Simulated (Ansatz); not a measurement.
System: ZnSe, space group F-43m, 2 atoms in the cell.

```xyz
2
Lattice="0.0000 2.8324 2.8324 2.8324 0.0000 2.8324 2.8324 2.8324 0.0000" Properties=species:S:1:pos:R:3 pbc="T T T"
Zn    0.0000    0.0000    0.0000
Se    1.4162    1.4162    1.4162
```

Method: DFT, r2SCAN, plane waves, PAW, no spin polarisation, 8×8×8 k mesh (Ansatz).

Predict the main features of the density of states.

There is a gap; over the k points computed it is 1.87 eV (direct among those points). The upper group of valence states starts about 6.7 eV under the valence-band top, with a gap beneath it; it holds about 16 electrons a cell. Within the window shown, the tallest peak of the filled states lies 6.5 eV under the valence-band top, at about 16 states per eV and cell.

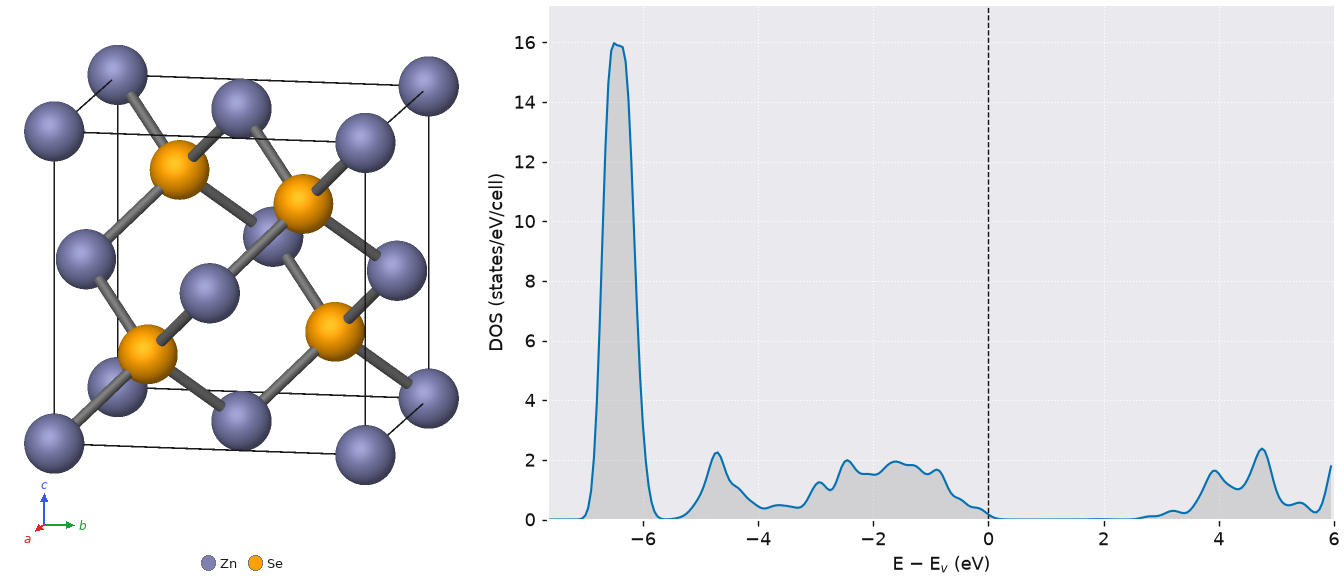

Density of states, beside the structure. Energies are counted from the top of the valence band. The curve is built from the levels of the k mesh with Gaussians 0.3 eV wide, which also blur the band edges.
